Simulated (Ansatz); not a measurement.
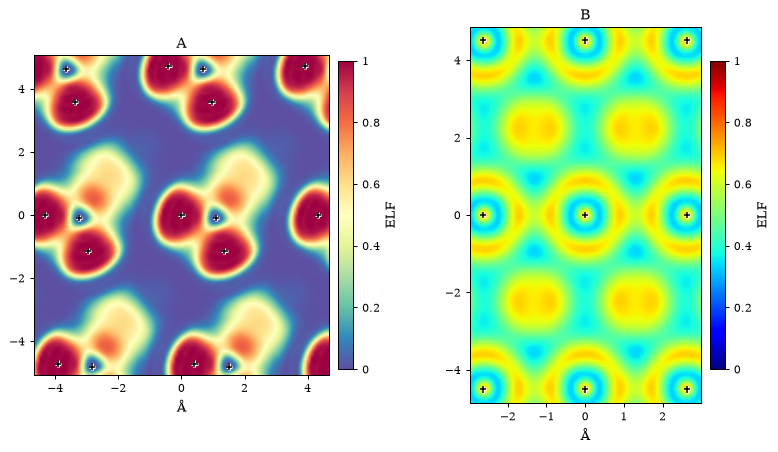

The electron localisation function of 2 systems, each on a plane through atoms (crosses mark nuclei in the plane).

These are results of DFT PBE+D3(BJ), scalar-relativistic, plane waves, PAW (Ansatz 0.2.0), not measurements.

System 1: Si, the (100) plane of the conventional cell. Space group P6₃/mmc; a structure from a database of computed crystals, not necessarily the ambient phase.

```yaml
crystal:
  lattice:
    - [2.63700, 0.00000, 0.00000]
    - [-1.31850, 2.28371, 0.00000]
    - [0.00000, 0.00000, 4.50899]
  atoms:
    - { symbol: Si, position: [0.33333, 0.66667, 0.25000] }
    - { symbol: Si, position: [0.66667, 0.33333, 0.75000] }
```

System 2: H3C2, the (110) plane of the conventional cell. Space group C2/m; changed on purpose from its base cell (volume × 1.03, shape and atoms relaxed).

Question: Match each panel to its system.

Answer: Panel A is system 2, H3C2: the plane holds H and C. C–H (1.10 Å): the ELF climbs to about 1 towards the hydrogen, as it does in any bond to H: an ordinary covalent bond to hydrogen. Panel B is system 1, Si: the plane holds Si. Si–Si (2.64 Å): the ELF peaks at about 0.70 between the atoms.
